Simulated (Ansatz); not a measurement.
Run report: ZnO, geometry relaxation (part 1 of 2)

The run: geometry relaxation of ZnO (P4₂/mnm, 8 atoms in the cell). Method and program: DFT, r2SCAN+rVV10, plane waves, PAW, no spin polarisation (Ansatz 0.2.0).

The structure derives from a Materials Project entry. The geometry comes from this level: PBEsol. Figures and captions count atoms from 1; the log counts them from 0 in places.

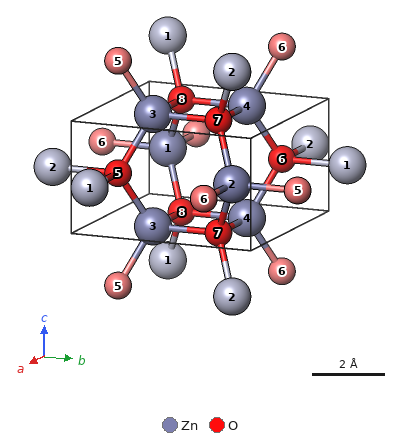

**Figure 1.** The structure as given in the input (ball-and-stick view of the cell of the calculation, seen slightly off an axis; neighbours outside the cell are drawn fainter; atoms are numbered from 1 in the order of the input). An atom can appear more than once, as a periodic image.

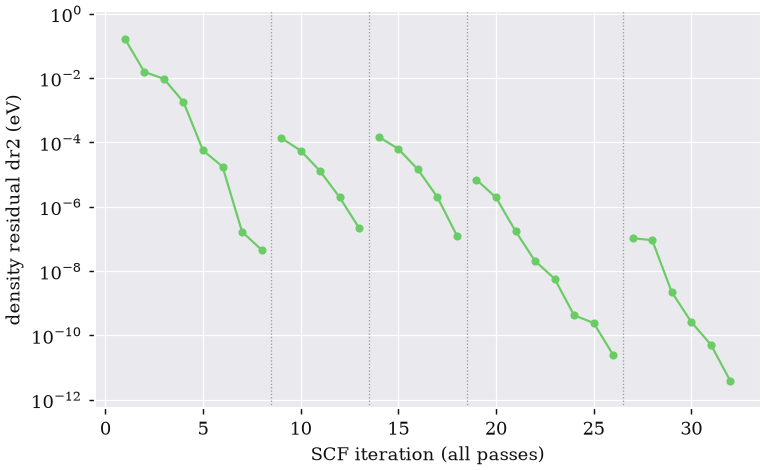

**Figure 2.** Convergence of the self-consistent field: density residual dr2 against the SCF iteration. The dotted lines part the SCF passes of the relaxation: geometry steps, rejected trials and re-solves on a re-selected basis. The 5 passes take 5 to 8 iterations each, 32 in all.

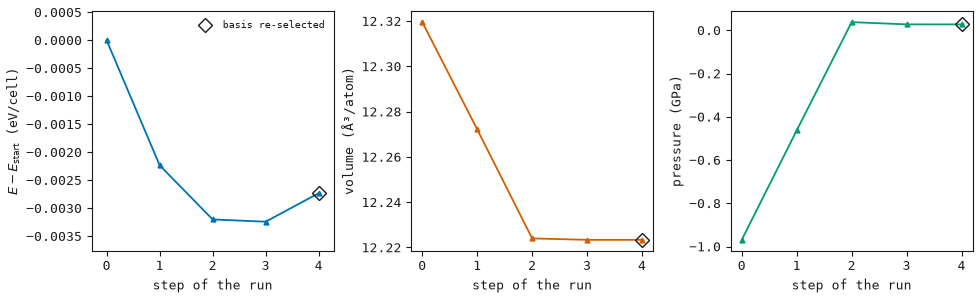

**Figure 3.** Progress of the relaxation, step by step (the first geometry is step 0 here and step 1 in the log). Over 3 geometry steps the energy falls by 3.2 meV per cell of the calculation. The largest force component goes from 0.011 to 0.0055 eV/Å. Pressure: −0.97 GPa at the start and 0.03 GPa at the end. The largest moves relative to the cell, 0.006 Å, are those of O5, O6, O7 and O8. Zn stays in place. A last SCF at the same geometry on a re-selected plane-wave basis shifts the energy by +0.5 meV per cell of the calculation. (Atoms are counted from 1 in the order of the input.)

The input that produced these results follows, with the program's output.

Input file:
```yaml
crystal:
  lattice:
    - [5.5122628824, 0.0, 0.0]
    - [0.0, 5.5122628824, 0.0]
    - [0.0, 0.0, 3.2435844384]
  atoms:
    - { symbol: Zn, position: [0.1821218761, 0.1821218761, 0.5] }
    - { symbol: Zn, position: [0.8178781239, 0.8178781239, 0.5] }
    - { symbol: Zn, position: [0.6821218761, 0.3178781239, 0.0] }
    - { symbol: Zn, position: [0.3178781239, 0.6821218761, 0.0] }
    - { symbol: O, position: [0.8179028315, 0.1820971685, 0.5] }
    - { symbol: O, position: [0.1820971685, 0.8179028315, 0.5] }
    - { symbol: O, position: [0.6820971685, 0.6820971685, 0.0] }
    - { symbol: O, position: [0.3179028315, 0.3179028315, 0.0] }
kpoints:
  mp_grid: { grid: [4, 4, 8] }
hamiltonian:
  xc: r2scan
  dispersion: rvv10
scf:
  occupations: { method: fermi_dirac, width: 0.03 }
relax:
  f_tol: 0.01
  cell: {}
  max_steps: 120
```

Run as:
```bash
ansatz run input.yaml --threads 4 --pin off --max-ram 4608MiB --backend cpu --events-out ev --progress --plain --runs-dir out
```

The program's output:
```
Engine: ansatz 0.2.0, aarch64-unknown-linux-gnu
Pseudopotentials: kind: paw
Pseudopotential: Zn, paw, valence charge 12, recommended cutoff 500 eV (meta_gga), Zn.paw.azcp
Pseudopotential: O, paw, valence charge 6, recommended cutoff 500 eV (meta_gga), O.paw.azcp
Functional definition: r2SCAN+rVV10
  parameter k0 = 0.174
  parameter k1 = 0.065
  parameter a1 = 4.9479
  exchange = r2scan_x(k0 = k0, k1 = k1, a1 = a1)
  correlation = r2scan_c + rvv10(11.95, 0.0093)
Crystal: 8 atoms, lattice volume = 98.556 Å³
Basis set: ecut = 500 eV, 2519 PW (Γ), exchange–correlation on 180×180×108 points (64 copies of the dense FFT grid, shifted against one another)
Bands: 44, of which v1, the nominal top of the filled ones, is band 36 counted from 1 (35 counted from 0)
Symmetry: 16 space group operations
Space group: P42/mnm (ITA 136), of the structure as read, at distance tolerance 4.6e-5 Å
k-points: 30 of 128
Non-local potential: Zn, projectors of the file, l = 0: 2, l = 1: 2, l = 2: 3, l = 3: 1
Non-local potential: O, projectors of the file, l = 0: 2, l = 1: 2, l = 2: 1
PAW form: soft (Blöchl's): semilocal exchange-correlation on the pseudo side does not see the compensation charge
rVV10 density: all electrons in the spheres
PAW frozen core: Zn, regenerated for the run's functional (the file was generated under x = pbe(κ = 0.804, μ = 0.2195149727645171), c = pbe(β = 0.06672455060314922))
PAW frozen core: O, regenerated for the run's functional (the file was generated under x = pbe(κ = 0.804, μ = 0.2195149727645171), c = pbe(β = 0.06672455060314922))
PAW one-centre angular grid: Zn, 590 points (default); XC on 261 of its mesh's 2673 points in the sphere
PAW one-centre angular grid: O, 302 points (default); XC on 160 Gauss nodes
Initial density: superposition of atomic densities (neutral atoms: chi_scale 0, normalization atom), corrected by the library's trained network
Initial wavefunctions: pseudopotential atomic-orbital guess
Functional: x = r2scan, c = r2scan + rvv10(b = 11.95, C = 0.0093); τ floored in thin density (d = 2e-4 eV/Å³)
SCF iter   1: F=—  HF=-15573.772410 eV  |F-HF|=—  |Δ(HF+E_count)|=         —  Δρ=1.92e-2  dr2=1.65e-1  dr2_τ=1.86e-1  ethr=1.77e-3  ⟨swp⟩=6.4  Hψ=5159  notcnv=0
preconditioner: auto → Resta (q_TF=auto, 2.589 Å⁻¹)  ε∞=6.5  [insulator: Δε(μ)=1.272 eV  Ē_g=13.519 eV  σ=0.030 eV  W_gap=1.00  n_scr=38 (ndim 8)  ℏωp=31.7 eV  f_vac=0.068  D(μ)=0.00/eV (n_scr^D=0)  ε∞_Penn≈6.5]
SCF iter   2: F=—  HF=-15573.829547 eV  |F-HF|=—  |Δ(HF+E_count)|=   5.71e-2  Δρ=4.45e-3  dr2=1.54e-2  dr2_τ=1.24e-3  ethr=2.29e-4  ⟨swp⟩=2.7  Hψ=2731  notcnv=0  defer=85
SCF iter   3: F=—  HF=-15573.823979 eV  |F-HF|=—  |Δ(HF+E_count)|=   5.57e-3  Δρ=4.48e-3  dr2=9.44e-3  dr2_τ=3.42e-4  ethr=2.14e-5  ⟨swp⟩=2.0  Hψ=2348  notcnv=0  defer=55
automatic band count: iteration 3 solves 43 bands in place of 44: the levels show a gap, and the empty bands left out lie too high to hold charge; the band table lists the bands solved (type scf.n_extra_bands for more)
SCF iter   4: F=—  HF=-15573.822464 eV  |F-HF|=—  |Δ(HF+E_count)|=   1.51e-3  Δρ=1.70e-3  dr2=1.79e-3  dr2_τ=3.81e-5  ethr=1.31e-5  ⟨swp⟩=1.1  Hψ=1237  notcnv=0  defer=55
SCF iter   5: F=—  HF=-15573.822096 eV  |F-HF|=—  |Δ(HF+E_count)|=   3.68e-4  Δρ=3.21e-4  dr2=5.64e-5  dr2_τ=7.80e-6  ethr=2.49e-6  ⟨swp⟩=2.6  Hψ=2329  notcnv=0  defer=55
SCF iter   6: F=—  HF=-15573.822115 eV  |F-HF|=—  |Δ(HF+E_count)|=   1.88e-5  Δρ=1.28e-4  dr2=1.76e-5  dr2_τ=5.58e-7  ethr=7.83e-8  ⟨swp⟩=2.0  Hψ=2192  notcnv=0  defer=55
SCF iter   7: F=—  HF=-15573.822111 eV  |F-HF|=—  |Δ(HF+E_count)|=   3.53e-6  Δρ=1.64e-5  dr2=1.66e-7  dr2_τ=3.00e-8  ethr=2.44e-8  ⟨swp⟩=2.1  Hψ=2223  notcnv=0  defer=55
SCF iter   8: F=-15573.822111 eV  HF=-15573.822111 eV  |F-HF|=2.85e-8  |Δ(HF+E_count)|=   1.20e-8  Δρ=6.89e-6  dr2=4.55e-8  dr2_τ=1.87e-9  ethr=1.39e-10  ⟨swp⟩=4.0  Hψ=4628  notcnv=0
SCF 1 converged in 8 iterations: F = -15573.822111 eV  dr2 = 4.55e-8
  greatest PAW one-centre occupation: 0.987 electrons in one spin orbital (limit 2), on the Zn atom at site 3 (counted from 0), in its partial waves of l = 2
relax step   1: F+E_penalty+E_count = -15573.82211133 eV  Δ(F+E_penalty+E_count) = +0.000e0 eV  max|allowed force component| = 1.060e-2 eV/Å  Δτ_max = 0.0000 Å  P = -0.969 GPa  Ω = 98.556 Å³  (8 SCF iters, dr2 threshold 1.00e-7 eV, accepted)
Crystal: 8 atoms, lattice volume = 98.177 Å³
Basis set: ecut = 500 eV, 2503 PW (Γ), exchange–correlation on 180×180×108 points (64 copies of the dense FFT grid, shifted against one another)
rVV10 density: all electrons in the spheres
Initial density: handed on by an earlier stage of this run
Initial wavefunctions: those handed on with the density
iter 1 solved again at ethr=2.03e-7 eV; its pass at ethr=3.10e-3 eV (dr2=1.46e-4 eV) is discarded
SCF iter   1: F=—  HF=-15573.823795 eV  |F-HF|=—  |Δ(HF+E_count)|=         —  Δρ=4.60e-4  dr2=1.37e-4  dr2_τ=1.52e-3  ethr=2.03e-7  ⟨swp⟩=2.1  Hψ=5494  notcnv=0
automatic band count: iteration 1 solves 41 bands in place of 44: the levels show a gap, and the empty bands left out lie too high to hold charge; the band table lists the bands solved (type scf.n_extra_bands for more)
preconditioner: auto → Resta (q_TF=auto, 2.591 Å⁻¹)  ε∞=7.7  [insulator: Δε(μ)=1.153 eV  Ē_g=12.267 eV  σ=0.030 eV  W_gap=1.00  n_scr=38 (ndim 8)  ℏωp=31.8 eV  f_vac=0.067  D(μ)=0.00/eV (n_scr^D=0)  ε∞_Penn≈7.7]
SCF iter   2: F=—  HF=-15573.824349 eV  |F-HF|=—  |Δ(HF+E_count)|=   5.54e-4  Δρ=2.70e-4  dr2=5.56e-5  dr2_τ=2.59e-6  ethr=1.90e-7  ⟨swp⟩=2.0  Hψ=2323  notcnv=0
SCF iter   3: F=—  HF=-15573.824343 eV  |F-HF|=—  |Δ(HF+E_count)|=   6.30e-6  Δρ=1.26e-4  dr2=1.27e-5  dr2_τ=1.38e-6  ethr=7.72e-8  ⟨swp⟩=2.0  Hψ=2197  notcnv=0
SCF iter   4: F=—  HF=-15573.824343 eV  |F-HF|=—  |Δ(HF+E_count)|=   5.85e-7  Δρ=5.00e-5  dr2=1.94e-6  dr2_τ=1.12e-7  ethr=1.76e-8  ⟨swp⟩=2.9  Hψ=2427  notcnv=0
SCF iter   5: F=-15573.824344 eV  HF=-15573.824344 eV  |F-HF|=1.28e-7  |Δ(HF+E_count)|=   5.77e-7  Δρ=1.50e-5  dr2=2.13e-7  dr2_τ=1.40e-8  ethr=1.11e-9  ⟨swp⟩=4.4  Hψ=4718  notcnv=0
SCF 2 converged in 5 iterations: F = -15573.824344 eV  dr2 = 2.13e-7
relax step   2: F+E_penalty+E_count = -15573.82434384 eV  Δ(F+E_penalty+E_count) = -2.233e-3 eV  max|allowed force component| = 5.728e-3 eV/Å  Δτ_max = 0.0026 Å  P = -0.463 GPa  Ω = 98.177 Å³  energy of the carried Pulay correction = +2.356e-4 eV  (5 SCF iters, dr2 threshold 8.00e-7 eV, accepted)
Crystal: 8 atoms, lattice volume = 97.792 Å³
Basis set: ecut = 500 eV, 2487 PW (Γ), exchange–correlation on 180×180×108 points (64 copies of the dense FFT grid, shifted against one another)
rVV10 density: all electrons in the spheres
iter 1 solved again at ethr=2.16e-7 eV; its pass at ethr=3.10e-3 eV (dr2=1.56e-4 eV) is discarded
SCF iter   1: F=—  HF=-15573.824660 eV  |F-HF|=—  |Δ(HF+E_count)|=         —  Δρ=4.87e-4  dr2=1.47e-4  dr2_τ=1.61e-3  ethr=2.16e-7  ⟨swp⟩=2.5  Hψ=5959  notcnv=0
automatic band count: iteration 1 solves 41 bands in place of 44: the levels show a gap, and the empty bands left out lie too high to hold charge; the band table lists the bands solved (type scf.n_extra_bands for more)
preconditioner: auto → Resta (q_TF=auto, 2.593 Å⁻¹)  ε∞=7.7  [insulator: Δε(μ)=1.163 eV  Ē_g=12.291 eV  σ=0.030 eV  W_gap=1.00  n_scr=38 (ndim 8)  ℏωp=31.9 eV  f_vac=0.065  D(μ)=0.00/eV (n_scr^D=0)  ε∞_Penn≈7.7]
SCF iter   2: F=—  HF=-15573.825316 eV  |F-HF|=—  |Δ(HF+E_count)|=   6.56e-4  Δρ=2.86e-4  dr2=6.29e-5  dr2_τ=2.75e-6  ethr=2.05e-7  ⟨swp⟩=2.0  Hψ=2336  notcnv=0
SCF iter   3: F=—  HF=-15573.825310 eV  |F-HF|=—  |Δ(HF+E_count)|=   5.94e-6  Δρ=1.35e-4  dr2=1.44e-5  dr2_τ=1.61e-6  ethr=8.74e-8  ⟨swp⟩=2.0  Hψ=2197  notcnv=0
SCF iter   4: F=—  HF=-15573.825311 eV  |F-HF|=—  |Δ(HF+E_count)|=   7.30e-7  Δρ=5.03e-5  dr2=1.99e-6  dr2_τ=1.17e-7  ethr=2.00e-8  ⟨swp⟩=2.7  Hψ=2362  notcnv=0
SCF iter   5: F=-15573.825312 eV  HF=-15573.825312 eV  |F-HF|=4.05e-8  |Δ(HF+E_count)|=   7.59e-7  Δρ=1.21e-5  dr2=1.26e-7  dr2_τ=6.85e-9  ethr=9.32e-10  ⟨swp⟩=4.3  Hψ=4721  notcnv=0
SCF 3 converged in 5 iterations: F = -15573.825312 eV  dr2 = 1.26e-7
  greatest PAW one-centre occupation: 0.987 electrons in one spin orbital (limit 2), on the Zn atom at site 1 (counted from 0), in its partial waves of l = 2
relax step   3: F+E_penalty+E_count = -15573.82531154 eV  Δ(F+E_penalty+E_count) = -9.677e-4 eV  max|allowed force component| = 7.948e-3 eV/Å  Δτ_max = 0.0027 Å  P = +0.038 GPa  Ω = 97.792 Å³  energy of the carried Pulay correction = +4.758e-4 eV  (5 SCF iters, dr2 threshold 6.71e-7 eV, accepted)
Crystal: 8 atoms, lattice volume = 97.787 Å³
rVV10 density: all electrons in the spheres
iter 1 solved again at ethr=9.92e-9 eV; its pass at ethr=3.10e-3 eV (dr2=7.14e-6 eV) is discarded
```
